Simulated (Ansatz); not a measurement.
# Pb: what the electrons do

Space group P6_3/mmc; the calculation finds a residual pressure of about 4 GPa at this fixed cell. This isn't the usual form at ambient conditions.

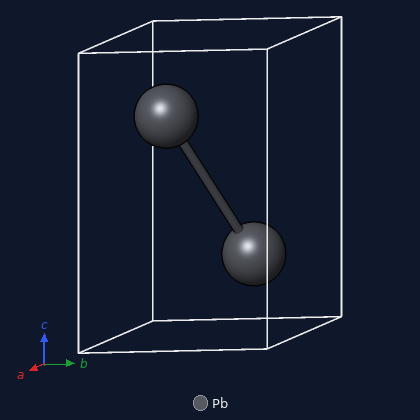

The conventional cell.

```
Pb
1.0
     3.48000    0.00000    0.00000
    -1.74000    3.01377    0.00000
     0.00000    0.00000    5.59000
Pb
2
Direct
  0.33333 0.66667 0.25000
  0.66667 0.33333 0.75000
```

Method: DFT PBE, scalar-relativistic, plane waves, PAW (Ansatz).

Core electrons are frozen (PAW), so the maps are meaningful between the atoms, not at the nuclei.

### 1. Bonding charge

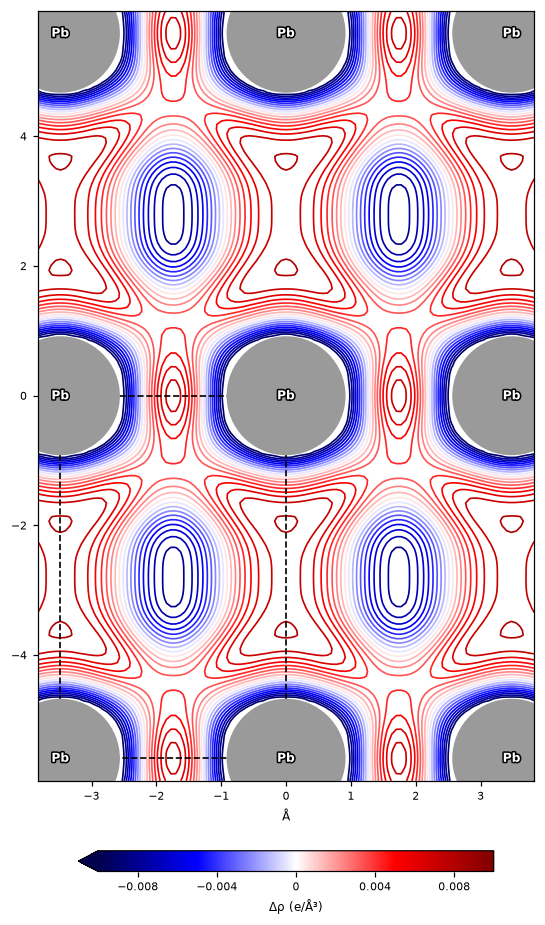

Deformation density (self-consistent density less superposed neutral spherical atoms): a map on the (010) plane of the conventional cell, with grey discs over the atomic cores. Cores are masked to 0.9 Å (Pb).

Question: Describe the bonding charge.

Answer: Pb–Pb (3.44 Å): Δρ is +0.009 e/Å³ at the midpoint.
- Over the whole cell, outside the masked cores, the largest gain, 0.009 e/Å³, lies 1.7 Å from a lead nucleus, and the largest loss lies at the edge of the masked core of Pb.
- In all about 0.07 e an atom is rearranged against the free atoms.

### 2. States by energy

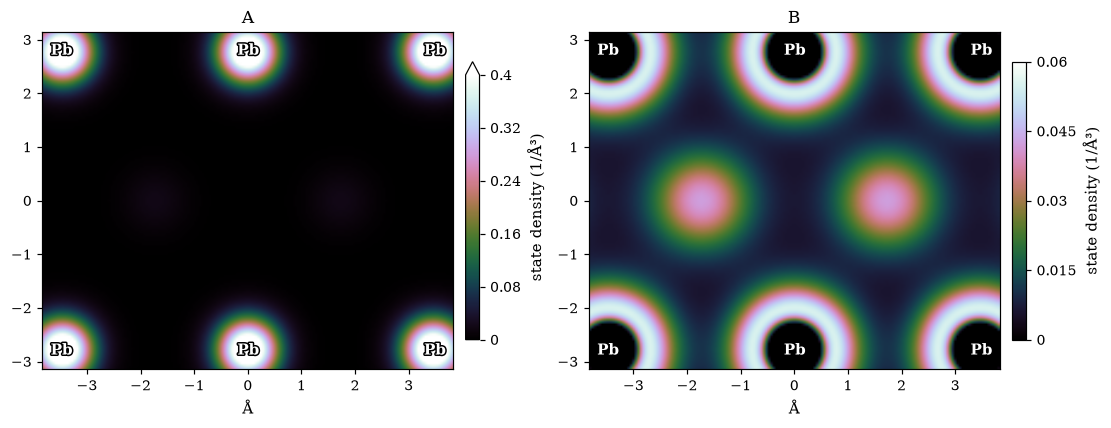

Pb: densities of the states in two energy windows, on the (010) plane of the conventional cell.

Question: Match the panels to the energy ranges (zero at the Fermi level): −17.3 to −16.8 eV and −12.0 to −6.6 eV.

Answer: Panel A: −17.3 to −16.8 eV, a separate group of bands (semicore or deep states), mainly Pb 5d (over 95 %).
Panel B: −12.0 to −6.6 eV, a separate group of bands, mainly Pb 6s (80 %) and Pb 6p (20 %).
The characters are Löwdin shares on a minimal set of atomic orbitals. At the bottom of an sp band the diffuse p orbitals of such a set take a share of s-like charge between the atoms, so the p share there is overstated.

### 3. Change of volume

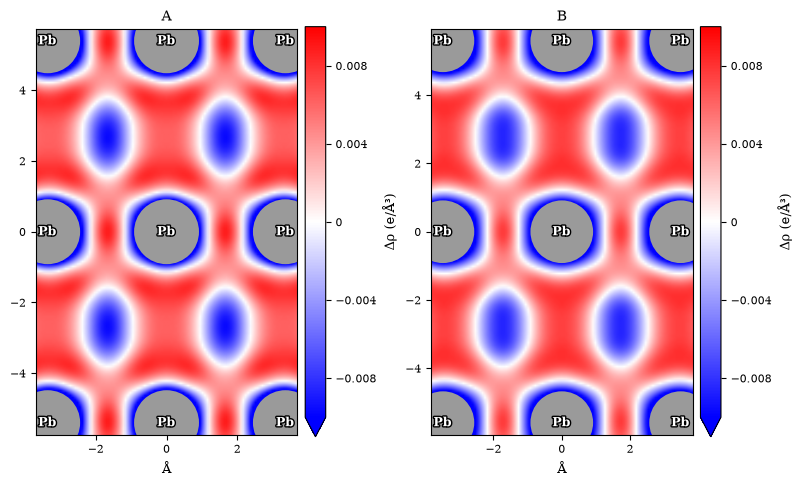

Pb: deformation density on the (010) plane of the conventional cell at two volumes, with the same fractional coordinates and one colour scale. Grey discs cover the cores. Panel A has 90 % of the volume of panel B.

Question: What changes between the database cell and the scaled one?

Answer: From B to A, Pb–Pb goes from 3.44 to 3.32 Å, and Δρ at its midpoint from +0.009 to +0.011 e/Å³.
The pressure is 4 GPa in B and 12 GPa in A.
The rearranged charge is 0.07 e an atom in B and 0.07 e in A.

### 4. Moving an atom

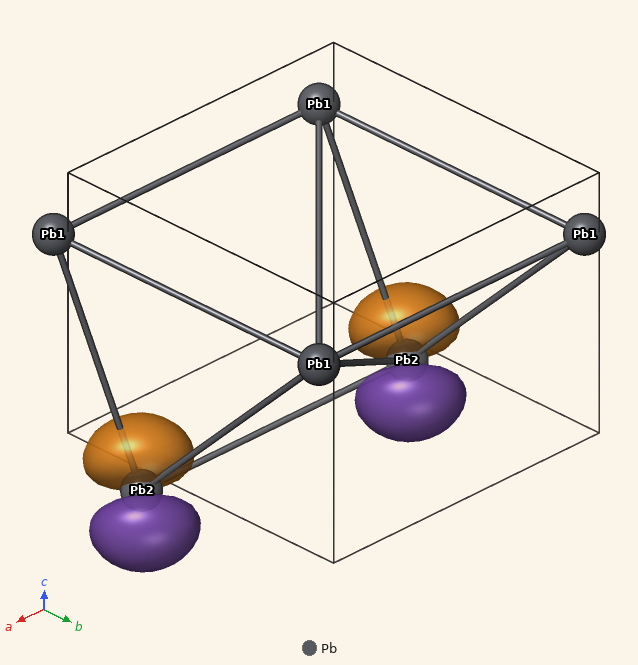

Pb: one atom of the 2-atom cell (and its periodic copies) was moved a little. Density after less density before, orange at +0.2 and purple at −0.2 e/Å³, seen along [111]; cell a = 3.48 Å, b = 3.48 Å, c = 5.59 Å, α = 90.00°, β = 90.00°, γ = 120.00°. The lobes lie largely inside the PAW sphere, where the density is a smoothed one.

Question: Which atom moved, and which way?

Answer: Pb2 moved towards the orange lobe, upwards in the picture. In the run the shift was 0.05 Å roughly along [−1 −1 0] in the axes of the cell drawn.

Question: How much does the computed force on the atom change?

Answer: The force on it changes by 0.04 eV/Å along the move, against it: a stiffness of about 0.9 eV/Å² for this sublattice shift.

### 5. Putting it together

The two pressures give a mean stiffness −ΔP/Δln V of about 74 GPa over this range, with the atoms held at their fractional positions.

Run times: 12 s (base cell), 6.5 s (state densities), 11 s (scaled cell) and 31 s (moved atom), on 1 thread of Arm Neoverse V2 (shared host).
